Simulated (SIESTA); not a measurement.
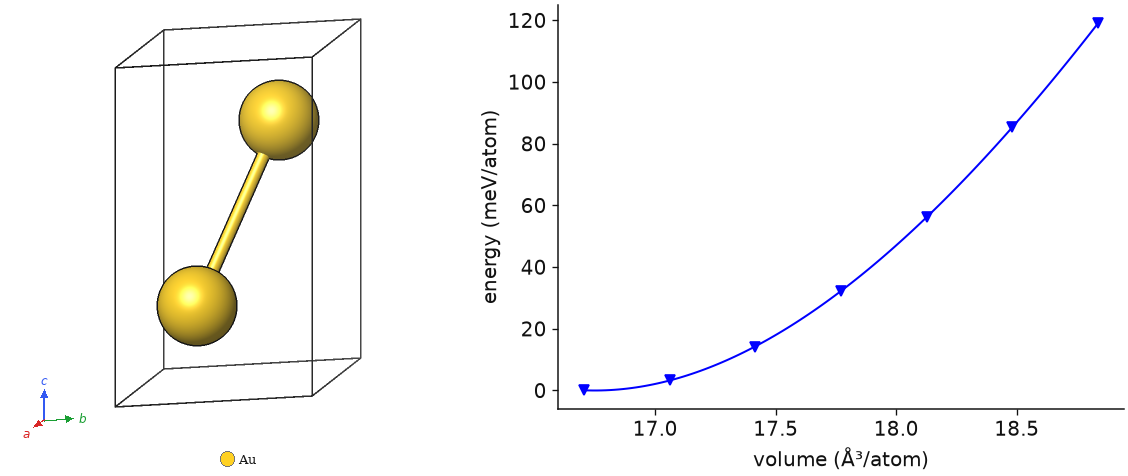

The picture above shows the energy against volume for Au, space group P6_3/mmc (No. 194). The conventional cell is drawn beside the plot.

Structure:
```
CELL_PARAMETERS angstrom
2.90000 0.00000 0.00000
-1.45000 2.51147 0.00000
0.00000 0.00000 4.88000
ATOMIC_POSITIONS crystal
Au 0.66667 0.33333 0.25000
Au 0.33333 0.66667 0.75000
```

Calculation (SIESTA 5.4.2): DFT in numerical atomic orbitals with pseudopotentials, no spin polarisation; energies at scaled volumes of the given cell, shape and fractions fixed, counted from the fit's minimum, third-order Birch-Murnaghan fit. Level: LDA.

k mesh 11×11×6; occupations Fermi–Dirac; smearing width 0.05 eV; potentials PseudoDojo 0.4 standard, converted to PSML, two zetas on semicore shells; program settings basis DZP, mesh cutoff 800 Ry.

This calculation gives: equilibrium volume 16.75 Å³/atom and bulk modulus 188 GPa.

Now the level changes from LDA to PBEsol. How do these quantities change?

The equilibrium volume rises from 16.75 to 17.20 Å³/atom (+2.7 %) and the bulk modulus falls from 188 to 170 GPa (−10 %).

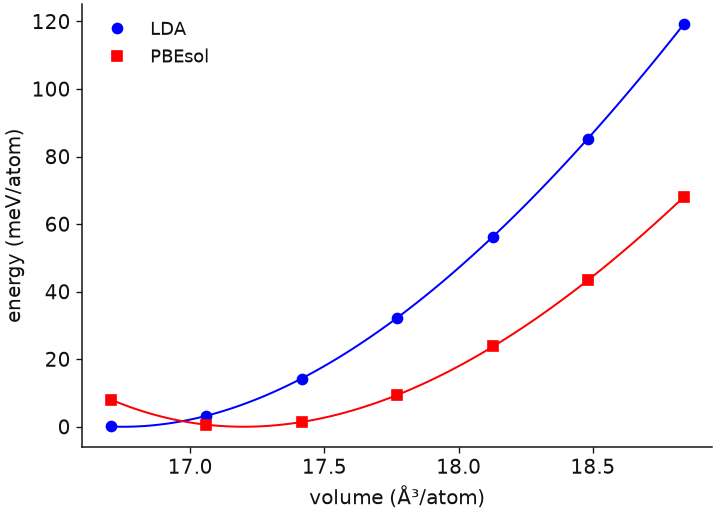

The two results together.

For LDA, limits of the calculation: the fit and the printed pressures don't fully agree, or the minimum lies near the end of the range; mulliken charges of long orbitals; short basis over semicore shells; spin-orbit coupling left out, heavy elements; shape and atomic fractions are frozen while scaling, which makes layered, chain and framework solids too stiff.

For PBEsol, limits of the calculation: mulliken charges of long orbitals; short basis over semicore shells; spin-orbit coupling left out, heavy elements; shape and atomic fractions are frozen while scaling, which makes layered, chain and framework solids too stiff.

V0 and the bulk modulus come from third-order Birch–Murnaghan fits.
